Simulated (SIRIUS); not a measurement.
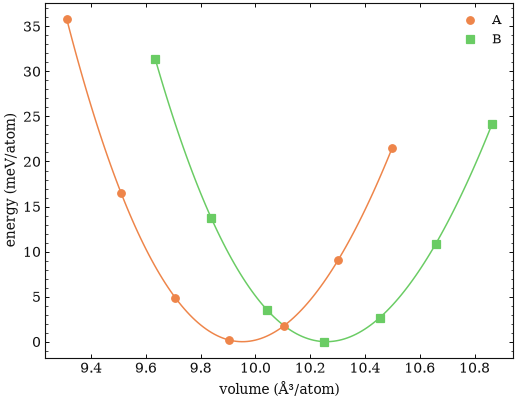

The figure compares two calculations of the energy against volume, each curve from its own zero. The first is for ZrB₂, space group P6/mmm (No. 191).

The cell holds 3 atoms.

Method: plane-wave DFT, no spin polarisation; energies at scaled volumes of the given cell, shape and fractions fixed, counted from the fit's minimum, third-order Birch-Murnaghan fit (SIRIUS 7.10.0). Level: PBE.

- k mesh: 5×5×4
- occupations: Fermi–Dirac
- smearing width: 0.05 eV
- potentials: sg15 pbe 1.2
- wave cutoff: 1054 eV
- density cutoff: 4214 eV

In the second, Zr is replaced by Hf on all its sites, which gives HfB₂ in the same structure. The second calculation uses wave cutoff 1102.061 eV.

Question: Which of A and B is the second calculation, and what did the change do?

Answer: A. The equilibrium volume falls from 10.26 to 9.95 Å³/atom (−3.0 %) and the bulk modulus rises from 238 to 250 GPa (+5.0 %).

For both, limits of the calculation: coarse k mesh; shape and atomic fractions are frozen while scaling, which makes layered, chain and framework solids too stiff.

V0 and the bulk modulus come from third-order Birch–Murnaghan fits.
